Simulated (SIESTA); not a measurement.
# A series of single points on HfO$_{2}$

System: HfO$_{2}$ (Pca2₁, 12 atoms in the cell).
Method: Kohn-Sham DFT of a periodic cell, PBEGcGxLO, PseudoDojo 0.4 standard NC, numerical atomic orbitals, no spin polarisation (SIESTA 5.4.2).

The 7 runs differ only in the geometry, by an even scaling of the cell at fixed fractional positions. The structure derives from a Materials Project entry.

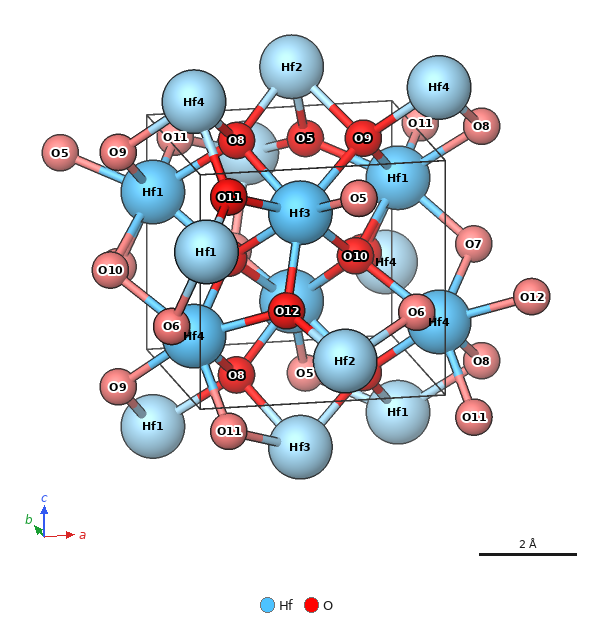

Figure 1. The structure of run 4 (ball-and-stick view of the cell of the calculation, seen slightly off an axis; neighbours outside the cell are drawn fainter; atoms are numbered from 1 in the order of the input).

**Input of run 4**
```
SystemName                      HfO2
SystemLabel                     HfO2
NumberOfSpecies                 2
NumberOfAtoms                   12
%block ChemicalSpeciesLabel
  1  72 Hf
  2   8 O
%endblock ChemicalSpeciesLabel

LatticeConstant                 1.0 Ang
%block LatticeVectors
     5.2194633600     0.0000000000     0.0000000000
     0.0000000000     5.0047636900     0.0000000000
     0.0000000000     0.0000000000     5.0326850500
%endblock LatticeVectors
AtomicCoordinatesFormat         Fractional
%block AtomicCoordinatesAndAtomicSpecies
     0.9669940000     0.7325208200     0.7414403500  1  Hf
     0.5330060000     0.7325208200     0.2414403500  1  Hf
     0.4669940000     0.2674791800     0.7414403500  1  Hf
     0.0330060000     0.2674791800     0.2414403500  1  Hf
     0.6321274500     0.9286454000     0.8792672600  2  O
     0.8678725500     0.9286454000     0.3792672600  2  O
     0.2339485200     0.5398830500     0.4922923900  2  O
     0.2660514800     0.5398830500     0.9922923900  2  O
     0.7660514800     0.4601169500     0.9922923900  2  O
     0.7339485200     0.4601169500     0.4922923900  2  O
     0.1321274500     0.0713546000     0.8792672600  2  O
     0.3678725500     0.0713546000     0.3792672600  2  O
%endblock AtomicCoordinatesAndAtomicSpecies

%block kgrid.MonkhorstPack
    4   0   0  0.0
    0   4   0  0.0
    0   0   4  0.0
%endblock kgrid.MonkhorstPack
XC.Functional                   GGA
XC.Authors                      PBEGcGxLO
PAO.BasisSize                   DZP
PAO.EnergyShift                 0.002 Ry
Mesh.Cutoff                     800 Ry
OccupationFunction              FD
ElectronicTemperature           0.05 eV
MaxSCFIterations                120
SCF.MustConverge                false
SCF.Mixer.Method                Pulay
SCF.Mixer.Weight                0.25
SCF.Mixer.History               8
SCF.DM.Tolerance                5.0e-05
SCF.H.Tolerance                 1.0e-03 eV
WriteForces                     true
Charge.Mulliken                 end
```

Command:
```bash
siesta HfO2.fdf > HfO2.out 2>&1
```

Run 2 differs from it as follows:
```diff
-     5.2194633600     0.0000000000     0.0000000000
-     0.0000000000     5.0047636900     0.0000000000
-     0.0000000000     0.0000000000     5.0326850500
+     5.1489214240     0.0000000000     0.0000000000
+     0.0000000000     4.9371234566     0.0000000000
+     0.0000000000     0.0000000000     4.9646674546
```

**Results, with one run withheld**

```tsv
run	volume per atom (Å³)	free energy per atom, from the lowest run given (meV)	pressure (GPa)	gap on the mesh (eV)
1	10.298	52.65	22.86	4.40
2	10.517	?	?	?
3	10.736	9.50	9.20	4.26
4	10.955	0.98	3.39	4.19
5	11.175	0.00	−1.83	4.12
6	11.394	5.77	−6.51	4.05
7	11.613	17.63	−10.73	3.99
```

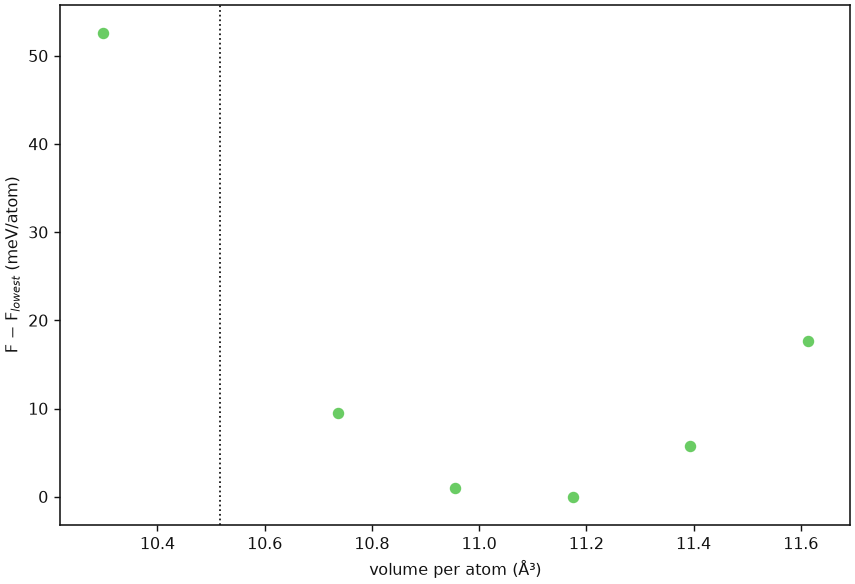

Figure 2. Free energy per atom of the runs given; the dotted line marks run 2.

What should run 2 give?

A cubic polynomial in V^(−2/3) (the Birch–Murnaghan form), fitted to the 6 runs given, misses them by at most 0.01 meV per atom. With x = V^(−2/3) − 0.20201 Å⁻², it reads F = 0.0057448 + 983.41 x + 5.0294e+05 x² + 5.5924e+05 x³ (meV per atom). At run 2 it gives 26.40 meV per atom, and the run itself gives 26.41. The slope of the fit gives a pressure −dF/dV of 15.66 GPa there, and the run prints 15.67 GPa. The fit has its minimum at 11.094 Å³ per atom, where V d²F/dV² gives 260 GPa. Cell shape and fractional positions are held, so this is the stiffness under even scaling; the relaxed bulk modulus wasn't computed. The gap on the mesh goes, without turning, from 4.40 eV in run 1 to 3.99 eV in run 7; run 2 has 4.33 eV. These are gaps of this functional on this mesh, which can miss the band edges; they aren't the measured gap.

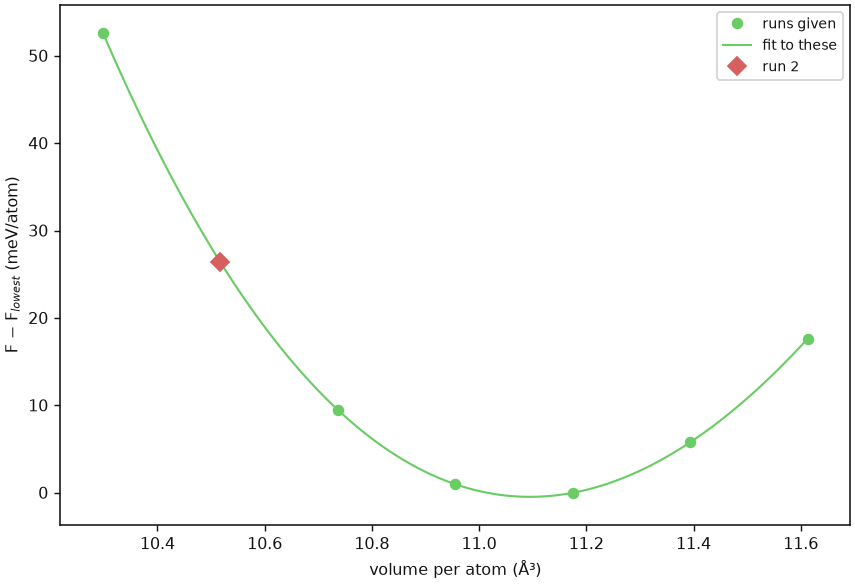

Figure 3. The fit and the withheld run.

**Some lines of the output (run 2)**
```
[...]
outcell: Cell volume (Ang**3)        :    126.2061
stepf: Fermi-Dirac step function
siesta: Etot    =     -9692.337863
siesta: FreeEng =     -9692.337863
        iscf     Eharris(eV)        E_KS(eV)     FreeEng(eV)     dDmax    Ef(eV) dHmax(eV)
siesta: E_KS(eV) =            -9719.7235
siesta: E_KS - E_eggbox =     -9719.7235
siesta: Etot    =     -9719.723548
siesta: FreeEng =     -9719.723548
siesta:         Fermi =      -6.445535
siesta: Cell volume =        126.206120 Ang**3
    Orbital volume contribution        =           9.515731 eV
```

Notes on the run: xc_check: WARNING: Pseudopotential generated with GGA PBE functional. Spin–orbit coupling is left out, which matters for Hf. With a small basis of atomic orbitals these values can differ much from converged plane-wave results.
